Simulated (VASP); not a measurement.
## Run report: MoSi2, geometry relaxation (part 2 of 2)

MoSi2 (slab, 9 atoms in the cell); Kohn-Sham DFT of a periodic cell, AM05, VASP PAW PBE potentials, recommended (VASP 6.6.1); cutoff 520 eV, 6×6×1 k-mesh, fermi-dirac of 0.05 eV. The structure derives from an entry of the Crystallography Open Database. The run did not end well. It belongs to a series of runs on one base structure; here: xc = AM05; the (0 0 1) slab of Si2Mo, cut from the database cell, not relaxed.

Geometry of the input (Å; fractional positions):
```
3.2000  0.0000  0.0000
0.0000  3.2000  0.0000
0.0000  0.0000  25.4866
Si 0.0000  0.0000  0.2943
Si 0.0000  0.0000  0.3973
Si 0.5000  0.5000  0.4485
Si 0.5000  0.5000  0.5515
Si 0.0000  0.0000  0.6027
Si 0.0000  0.0000  0.7057
Mo 0.5000  0.5000  0.3458
Mo 0.0000  0.0000  0.5000
Mo 0.5000  0.5000  0.6542
```

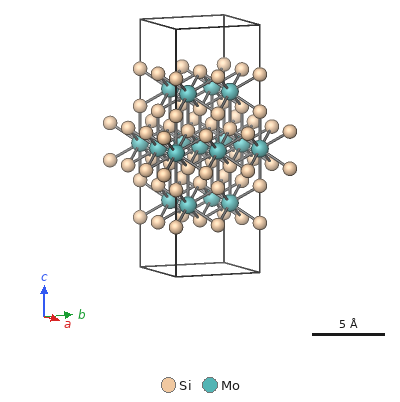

Figure 1. The starting structure (ball-and-stick view of the 2 × 2 repeat of the cell, with the vacuum cut short, seen slightly off an axis; bonded neighbours outside the cell are drawn too).

### Parts of OUTCAR, continued
```
 Free energy of the ion-electron system (eV)
  ---------------------------------------------------
  ext. energy  EPLUGINS =         0.00000000
  ---------------------------------------------------
  free energy    TOTEN  = ****************** eV

  energy without entropy =******************  energy(sigma->0) =******************

 E-fermi : ********     XC(G=0): ********     alpha+bet :-47.4074

 val. band max:   *****************   @ k =   0.1667   0.1667   0.0000
 cond. band min:  *****************   @ k =   0.1667   0.0000   0.0000
 fundamental gap: *****************
 Fermi energy: ********************

 k-point     1 :       0.0000    0.0000    0.0000
  band No.  band energies     occupation
      1   **********      2.00000
      2   **********      2.00000
      3   **********      2.00000
      4   **********      2.00000
      5   **********      2.00000
      6   **********      2.00000
      7   **********      2.00000
      8   **********      2.00000
      9   **********      2.00000
     10   **********      2.00000
     11   **********      2.00000
     12   **********      2.00000
     13   **********      2.00000
     14   **********      2.00000
     15   **********      2.00000
     16   **********      2.00000
     17   **********      2.00000
     18   **********      2.00000
     19   **********      2.00000
     20   **********      2.00000
     21   **********      2.00000
     22   **********      2.00000
     23   **********      2.00000
     24   **********      2.00000
     25   **********      2.00000
     26   **********      2.00000
     27   **********      2.00000
     28   **********      2.00000
     29   **********      2.00000
     30   **********      2.00000
     31   **********      2.00000
     32   **********      0.00000
     33   **********      0.00000
     34   **********      0.00000
     35   **********      0.00000
     36   **********      0.00000
     37   **********      0.00000
     38   **********      0.00000
     39   **********      0.00000

 k-point     2 :       0.1667    0.0000    0.0000
  band No.  band energies     occupation
      1   **********      2.00000
      2   **********      2.00000
      3   **********      2.00000
      4   **********      2.00000
      5   **********      2.00000
      6   **********      2.00000
      7   **********      2.00000
      8   **********      2.00000
      9   **********      2.00000
     10   **********      2.00000
     11   **********      2.00000
     12   **********      2.00000
     13   **********      2.00000
     14   **********      2.00000
     15   **********      2.00000
     16   **********      2.00000
     17   **********      2.00000
     18   **********      2.00000
     19   **********      2.00000
     20   **********      2.00000
     21   **********      2.00000
     22   **********      2.00000
     23   **********      2.00000
     24   **********      2.00000
     25   **********      2.00000
     26   **********      2.00000
     27   **********      2.00000
     28   **********      2.00000
     29   **********      2.00000
     30   **********      2.00000
     31   **********      2.00000
     32   **********      2.00000
     33   **********      0.50000
     34   **********      0.00000
     35   **********      0.00000
     36   **********      0.00000
     37   **********      0.00000
     38   **********      0.00000
     39   **********      0.00000

 k-point     3 :       0.3333    0.0000    0.0000
  band No.  band energies     occupation
      1   **********      2.00000
      2   **********      2.00000
      3   **********      2.00000
      4   **********      2.00000
      5   **********      2.00000
      6   **********      2.00000
      7   **********      2.00000
      8   **********      2.00000
      9   **********      2.00000
     10   **********      2.00000
     11   **********      2.00000
     12   **********      2.00000
     13   **********      2.00000
     14   **********      2.00000
     15   **********      2.00000
     16   **********      2.00000
     17   **********      2.00000
     18   **********      2.00000
     19   **********      2.00000
     20   **********      2.00000
     21   **********      2.00000
     22   **********      2.00000
     23   **********      2.00000
     24   **********      2.00000
     25   **********      2.00000
     26   **********      2.00000
     27   **********      2.00000
     28   **********      2.00000
     29   **********      2.00000
     30   **********      2.00000
     31   **********      2.00000
     32   **********      2.00000
     33   **********      2.00000
     34   **********      2.00000
     35   **********      0.00000
     36   **********      0.00000
     37   **********      0.00000
     38   **********      0.00000
     39   **********      0.00000

 k-point     4 :       0.5000    0.0000    0.0000
  band No.  band energies     occupation
      1   **********      2.00000
      2   **********      2.00000
      3   **********      2.00000
      4   **********      2.00000
      5   **********      2.00000
      6   **********      2.00000
      7   **********      2.00000
      8   **********      2.00000
      9   **********      2.00000
     10   **********      2.00000
     11   **********      2.00000
     12   **********      2.00000
     13   **********      2.00000
     14   **********      2.00000
     15   **********      2.00000
     16   **********      2.00000
     17   **********      2.00000
     18   **********      2.00000
     19   **********      2.00000
     20   **********      2.00000
     21   **********      2.00000
     22   **********      2.00000
     23   **********      2.00000
     24   **********      2.00000
     25   **********      2.00000
     26   **********      2.00000
     27   **********      2.00000
     28   **********      2.00000
     29   **********      2.00000
     30   **********      2.00000
     31   **********      2.00000
     32   **********      0.00000
     33   **********      0.00000
     34   **********      0.00000
     35   **********      0.00000
     36   **********      0.00000
     37   **********      0.00000
     38   **********      0.00000
     39   **********      0.00000

 k-point     5 :       0.1667    0.1667    0.0000
  band No.  band energies     occupation
      1   **********      2.00000
      2   **********      2.00000
      3   **********      2.00000
      4   **********      2.00000
      5   **********      2.00000
      6   **********      2.00000
      7   **********      2.00000
      8   **********      2.00000
      9   **********      2.00000
     10   **********      2.00000
     11   **********      2.00000
     12   **********      2.00000
     13   **********      2.00000
     14   **********      2.00000
     15   **********      2.00000
     16   **********      2.00000
     17   **********      2.00000
     18   **********      2.00000
     19   **********      2.00000
     20   **********      2.00000
     21   **********      2.00000
     22   **********      2.00000
     23   **********      2.00000
     24   **********      2.00000
     25   **********      2.00000
     26   **********      2.00000
     27   **********      2.00000
     28   **********      2.00000
     29   **********      2.00000
     30   **********      2.00000
     31   **********      2.00000
     32   **********      2.00000
     33   **********      2.00000
     34   **********      0.00000
     35   **********      0.00000
     36   **********      0.00000
     37   **********      0.00000
     38   **********      0.00000
     39   **********      0.00000

 k-point     6 :       0.3333    0.1667    0.0000
  band No.  band energies     occupation
      1   **********      2.00000
      2   **********      2.00000
      3   **********      2.00000
      4   **********      2.00000
      5   **********      2.00000
      6   **********      2.00000
      7   **********      2.00000
      8   **********      2.00000
      9   **********      2.00000
     10   **********      2.00000
     11   **********      2.00000
     12   **********      2.00000
     13   **********      2.00000
     14   **********      2.00000
     15   **********      2.00000
     16   **********      2.00000
     17   **********      2.00000
     18   **********      2.00000
     19   **********      2.00000
     20   **********      2.00000
     21   **********      2.00000
     22   **********      2.00000
     23   **********      2.00000
     24   **********      2.00000
     25   **********      2.00000
     26   **********      2.00000
     27   **********      2.00000
     28   **********      2.00000
     29   **********      2.00000
     30   **********      2.00000
     31   **********      2.00000
     32   **********      2.00000
     33   **********      2.00000
     34   **********      0.00000
     35   **********      0.00000
     36   **********      0.00000
     37   **********      0.00000
     38   **********      0.00000
     39   **********      0.00000

 k-point     7 :       0.5000    0.1667    0.0000
  band No.  band energies     occupation
      1   **********      2.00000
      2   **********      2.00000
      3   **********      2.00000
      4   **********      2.00000
      5   **********      2.00000
      6   **********      2.00000
      7   **********      2.00000
      8   **********      2.00000
      9   **********      2.00000
     10   **********      2.00000
     11   **********      2.00000
     12   **********      2.00000
     13   **********      2.00000
     14   **********      2.00000
     15   **********      2.00000
     16   **********      2.00000
     17   **********      2.00000
     18   **********      2.00000
     19   **********      2.00000
     20   **********      2.00000
     21   **********      2.00000
     22   **********      2.00000
     23   **********      2.00000
     24   **********      2.00000
     25   **********      2.00000
     26   **********      2.00000
     27   **********      2.00000
     28   **********      2.00000
     29   **********      2.00000
     30   **********      2.00000
     31   **********      2.00000
     32   **********      2.00000
     33   **********      2.00000
     34   **********      2.00000
     35   **********      0.00000
     36   **********      0.00000
     37   **********      0.00000
     38   **********      0.00000
     39   **********      0.00000

 k-point     8 :       0.3333    0.3333    0.0000
  band No.  band energies     occupation
      1   **********      2.00000
      2   **********      2.00000
      3   **********      2.00000
      4   **********      2.00000
      5   **********      2.00000
      6   **********      2.00000
      7   **********      2.00000
      8   **********      2.00000
      9   **********      2.00000
     10   **********      2.00000
     11   **********      2.00000
     12   **********      2.00000
     13   **********      2.00000
     14   **********      2.00000
     15   **********      2.00000
     16   **********      2.00000
     17   **********      2.00000
     18   **********      2.00000
     19   **********      2.00000
     20   **********      2.00000
     21   **********      2.00000
     22   **********      2.00000
     23   **********      2.00000
     24   **********      2.00000
     25   **********      2.00000
     26   **********      2.00000
     27   **********      2.00000
     28   **********      2.00000
     29   **********      2.00000
     30   **********      2.00000
     31   **********      2.00000
     32   **********      2.00000
     33   **********      2.00000
     34   **********      2.00000
     35   **********      0.00000
     36   **********      0.00000
     37   **********      0.00000
     38   **********      0.00000
     39   **********      0.00000

 k-point     9 :       0.5000    0.3333    0.0000
  band No.  band energies     occupation
      1   **********      2.00000
      2   **********      2.00000
      3   **********      2.00000
      4   **********      2.00000
      5   **********      2.00000
      6   **********      2.00000
      7   **********      2.00000
      8   **********      2.00000
      9   **********      2.00000
     10   **********      2.00000
     11   **********      2.00000
     12   **********      2.00000
     13   **********      2.00000
     14   **********      2.00000
     15   **********      2.00000
     16   **********      2.00000
     17   **********      2.00000
     18   **********      2.00000
     19   **********      2.00000
     20   **********      2.00000
     21   **********      2.00000
     22   **********      2.00000
     23   **********      2.00000
     24   **********      2.00000
     25   **********      2.00000
     26   **********      2.00000
     27   **********      2.00000
     28   **********      2.00000
     29   **********      2.00000
     30   **********      2.00000
     31   **********      2.00000
     32   **********      2.00000
     33   **********      0.00000
     34   **********      0.00000
     35   **********      0.00000
     36   **********      0.00000
     37   **********      0.00000
     38   **********      0.00000
     39   **********      0.00000

 k-point    10 :       0.5000    0.5000    0.0000
  band No.  band energies     occupation
      1   **********      2.00000
      2   **********      2.00000
      3   **********      2.00000
      4   **********      2.00000
      5   **********      2.00000
      6   **********      2.00000
      7   **********      2.00000
      8   **********      2.00000
      9   **********      2.00000
     10   **********      2.00000
     11   **********      2.00000
     12   **********      2.00000
     13   **********      2.00000
     14   **********      2.00000
     15   **********      2.00000
     16   **********      2.00000
     17   **********      2.00000
     18   **********      2.00000
     19   **********      2.00000
     20   **********      2.00000
     21   **********      2.00000
     22   **********      2.00000
     23   **********      2.00000
     24   **********      2.00000
     25   **********      2.00000
     26   **********      2.00000
     27   **********      2.00000
     28   **********      2.00000
     29   **********      2.00000
     30   **********      2.00000
     31   **********      2.00000
     32   **********      2.00000
     33   **********      2.00000
     34   **********      2.00000
     35   **********      0.00000
     36   **********      0.00000
     37   **********      0.00000
     38   **********      0.00000
     39   **********      0.00000

------------------------ aborting loop EDIFF was not reached (unconverged)  ----------------------------

 vacuum level on the upper side and lower side of the slab       (xc-potential included) -65023283.685-113877505.936

  FORCE on cell =-STRESS in cart. coord.  units (eV):
  Direction    XX          YY          ZZ          XY          YZ          ZX
  --------------------------------------------------------------------------------------
  -------------------------------------------------------------------------------------
  Total  *********************************************      0.0000000      0.0000000      0.0000000
  in kB  *********************************************      0.0000000      0.0000000      0.0000000
  external PRESSURE = *************** kB  Pullay stress =       0.0000000 kB

 VOLUME and BASIS-vectors are now :
 -----------------------------------------------------------------------------
  energy-cutoff  :      520.00
  volume of cell :      260.98
      direct lattice vectors                 reciprocal lattice vectors
     3.200000000  0.000000000  0.000000000     0.312500000  0.000000000  0.000000000
     0.000000000  3.200000000  0.000000000     0.000000000  0.312500000  0.000000000
     0.000000000  0.000000000 25.486574000     0.000000000  0.000000000  0.039236345

 POSITION                                       TOTAL-FORCE (eV/Angst)
 -----------------------------------------------------------------------------------
      0.00000      0.00000      7.50000        -0.000000     -0.000000**************
      0.00000      0.00000     10.12557         0.000000     -0.000000**************
      1.60000      1.60000     11.43050        -0.000000     -0.000000**************
      1.60000      1.60000     14.05607         0.000000     -0.000000**************
      0.00000      0.00000     15.36100        -0.000000     -0.000000**************
      0.00000      0.00000     17.98657        -0.000000     -0.000000**************
      1.60000      1.60000      8.81279        -0.000000     -0.000000**************
      0.00000      0.00000     12.74329        -0.000000     -0.000000**************
      1.60000      1.60000     16.67379        -0.000000      0.000000**************
 -----------------------------------------------------------------------------------
    total drift:                               -0.000000      0.000000**************

  FREE ENERGIE OF THE ION-ELECTRON SYSTEM (eV)
  ---------------------------------------------------
  free  energy   TOTEN  = ******************** eV

  energy  without entropy=********************  energy(sigma->0) =******************

 dipolmoment           0.000000      0.000000    130.597201 electrons x Angstroem

 dipolmoment           0.000000      0.000000      9.118349 electrons x Angstroem

--------------------------------------- Ionic step        2  -------------------------------------------

 number of electron      66.0000000 magnetization

 dipolmoment           0.000000      0.000000     83.801828 electrons x Angstroem

 Free energy of the ion-electron system (eV)
  ---------------------------------------------------
  ext. energy  EPLUGINS =         0.00000000
  ---------------------------------------------------
  free energy    TOTEN  = ****************** eV

  energy without entropy =******************  energy(sigma->0) =******************
```

### What the run reported

| quantity | value |
| --- | --- |
| outcome | ended with an error |
| wall time | 5.2 min |

### What went wrong

The run ended with an error.
